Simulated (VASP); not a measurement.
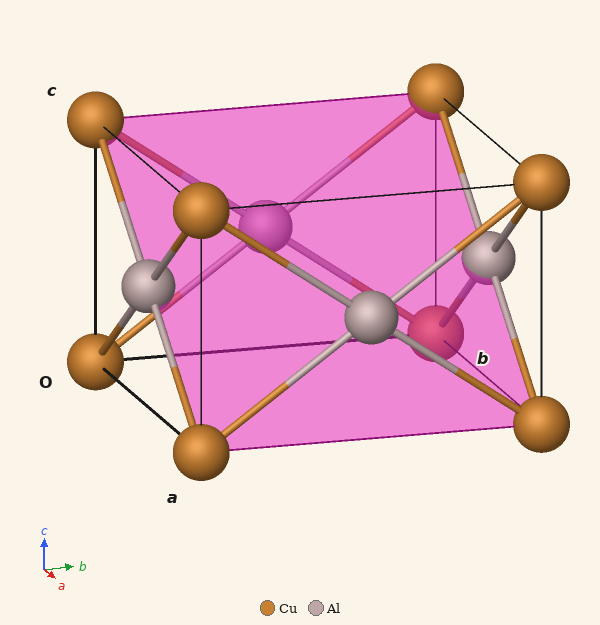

For Al2Cu, a cell listed in the Materials Project, as set up for an electronic-structure calculation: every member of one family of equally spaced planes, hx + ky + lz = a whole number, that cuts the unit cell is shaded (one member passes through the origin O, touching the cell only at an edge or corner). Geometry calculated from the standardised cell; symmetry tolerance 0.002 Å.

a = 4.105 Å, b = 4.105 Å, c = 2.891 Å, α = 90.00°, β = 90.00°, γ = 90.00°.

What are the Miller indices?

Answer. (1 0 1); the opposite sign names the same planes. The member next to the origin meets the axes a at 1, b never, c at 1.

What is the spacing?

Answer. d = 2.364 Å.

Which atoms of the cell lie in these planes (within 0.03 Å)?

Answer. The Cu atom, 1 of the 2 Al.

The space group is No. 123, P4/mmm. How many reflections hkl are equivalent to this one (itself included), and does it occur?

Answer. 8 reflections are equivalent in the Laue class 4/mmm. The space group allows the reflection.
